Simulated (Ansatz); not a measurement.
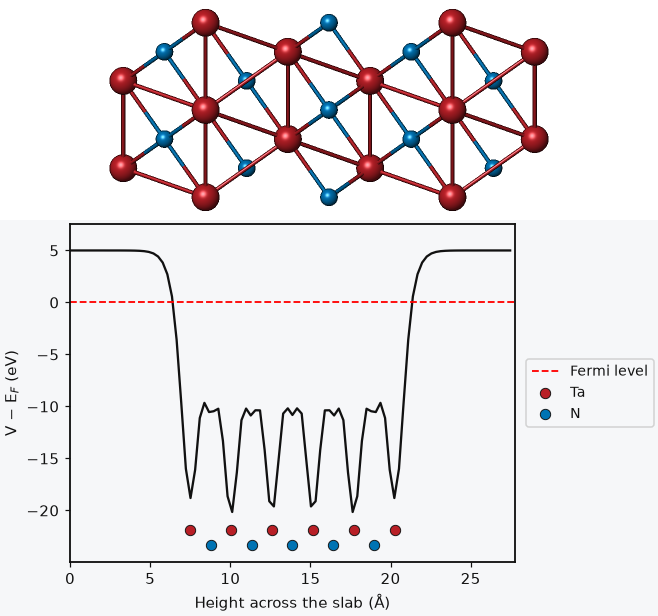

Plane-averaged electrostatic potential energy of an electron across the slab; circles at the bottom mark the heights of the atoms. The structure is drawn too.

System: a (111) slab cut from TaN (Fm-3m), unrelaxed, of composition Ta₆N₅ (not the bulk's), ended by Ta planes, 11 atoms in the cell.

Computed with Ansatz: DFT PBE, scalar-relativistic, plane waves, PAW, no spin polarisation, 12×12×1 k mesh.

> What is the work function?

The work function is 5.00 eV, the same on both faces. The two vacuum levels agree, so the slab has no net dipole along its normal.

> How thick are slab and vacuum?

The outermost atoms are 12.8 Å apart, which leaves 15.0 Å of vacuum in a cell 27.8 Å high.

The electron count is odd and the run has no spin polarisation, so a magnetic state may lie lower. The atoms aren't at rest in this cell (largest force 0.8 eV/Å), so the relaxed material can differ. Spin-orbit coupling is left out, which matters for Ta.
